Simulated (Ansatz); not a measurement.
**Al4N3: density, localisation and related maps**

Input file:

```
crystal:
  lattice:
    - [3.1126565848, 0.0, 0.0]
    - [-1.5563282924, 2.6956396757, 0.0]
    - [0.0, 0.0, 9.8089810343]
  atoms:
    - { symbol: Al, position: [0.0, 0.0, 0.4958122996] }
    - { symbol: Al, position: [0.3333333333, 0.6666666667, 0.758906848] }
    - { symbol: Al, position: [0.0, 0.0, 0.9808984398] }
    - { symbol: Al, position: [0.3333333333, 0.6666666667, 0.2387838051] }
    - { symbol: "N", position: [0.3333333333, 0.6666666667, 0.43313071] }
    - { symbol: "N", position: [0.0, 0.0, 0.6904653411] }
    - { symbol: "N", position: [0.0, 0.0, 0.1770025564] }
basis:
  ecutwfc: 500
kpoints:
  mp_grid: { grid: [12, 12, 4] }
  band_path:
    path:
      - [[0.0, 0.0, 0.0], [0.5, 0.0, 0.0], [0.33333333, 0.33333333, 0.0], [0.0, 0.0, 0.0], [0.0, 0.0, 0.5], [0.5, 0.0, 0.5], [0.33333333, 0.33333333, 0.5], [0.0, 0.0, 0.5]]
      - [[0.5, 0.0, 0.5], [0.5, 0.0, 0.0]]
      - [[0.33333333, 0.33333333, 0.5], [0.33333333, 0.33333333, 0.0]]
    npoints: 14
hamiltonian:
  xc: r2scan
scf:
  occupations: { method: gaussian, width: 0.1 }
  n_extra_bands: 17
output:
  forces: true
  stress: true
  eigenvalues: true
  populations: true
  dos: { projected: true, de: 0.02, nscf_kmesh: { grid: [15, 15, 5] } }
  bader: true
  write_density: true
  write_potential: true
  elf: true
  volumetric_format: npy
```

Launched as:

```sh
ansatz run input.yaml --threads 1 --pin off --max-ram 2560MiB --backend cpu --events-out ev --progress --plain --runs-dir out
```

Below, planes, directions and counts refer to the conventional cell (a = 3.11 Å, b = 3.11 Å, c = 9.81 Å, α = 90.00°, β = 90.00°, γ = 120.00°).

Space group P3m1; a generated structure, not necessarily the stable one; computed pressure about −4 GPa in this cell; computed without spin polarisation.

These are results of Ansatz, DFT r2SCAN, scalar-relativistic, plane waves, PAW, not measurements.

Core electrons are frozen (PAW), and the valence fields are smoothed inside the atomic spheres.

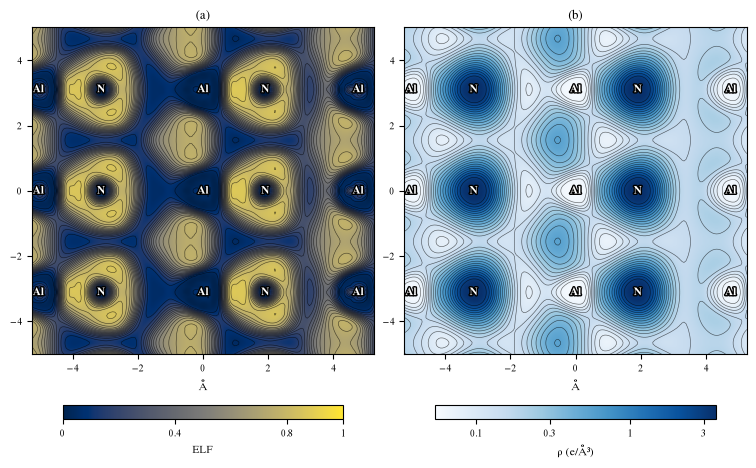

Figure 1. (a) electron localisation function; (b) valence charge density (pseudo) on the (11̄0) plane of the conventional cell.

Interpret the plot.

Answer. The plane passes through Al and N nuclei. Atoms just off the plane (Al, 0.9 Å away and N, 0.9 Å away) can leave unmarked features too. Al–N (1.91 Å): ρ is about 0.66 e/Å³ halfway; the ELF peaks at about 0.90 between the atoms. Between the atoms the lowest density in this plane is 0.07 e/Å³.

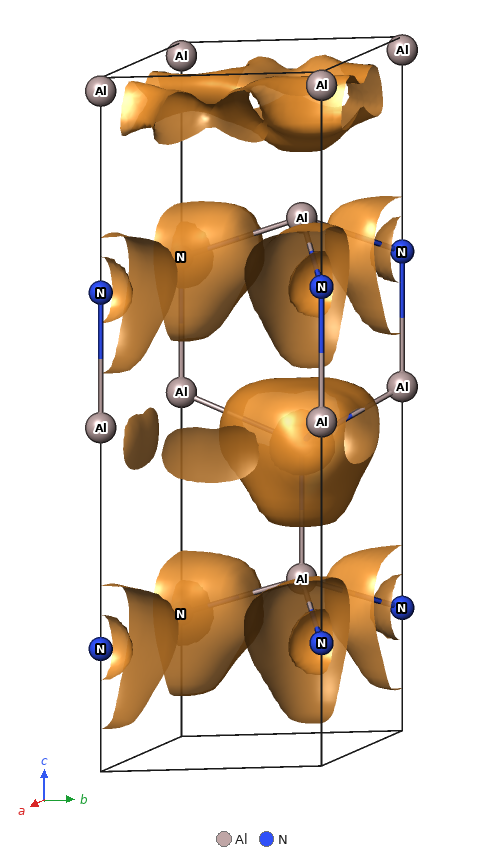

Figure 2. Isosurface of the electron localisation function at 0.7 (orange), seen slightly off an axis. Core shells and regions of very low density are left out. Sticks mark near contacts.

Where are the electrons localised?

Answer. At this value the surface marks out three regions on N in which the atom's valence shell and bonds are merged and sheets that run through the cell in two directions, counted in one cell of 7 atoms. Regions shared between cells count once.


Al–N (1.90 Å): the ELF peaks at about 0.90 in the valence shell of N, 0.8 Å from its nucleus, and is about 0.85 at the midpoint.

Does the calculation give a band gap?

Answer. It is metallic or semimetallic at this level of theory: no gap opens.

What Bader charges does the calculation give?

Answer. Electrons move from Al towards N. Bader charges: Al +0.45 to +2.48 and N −2.49 e.
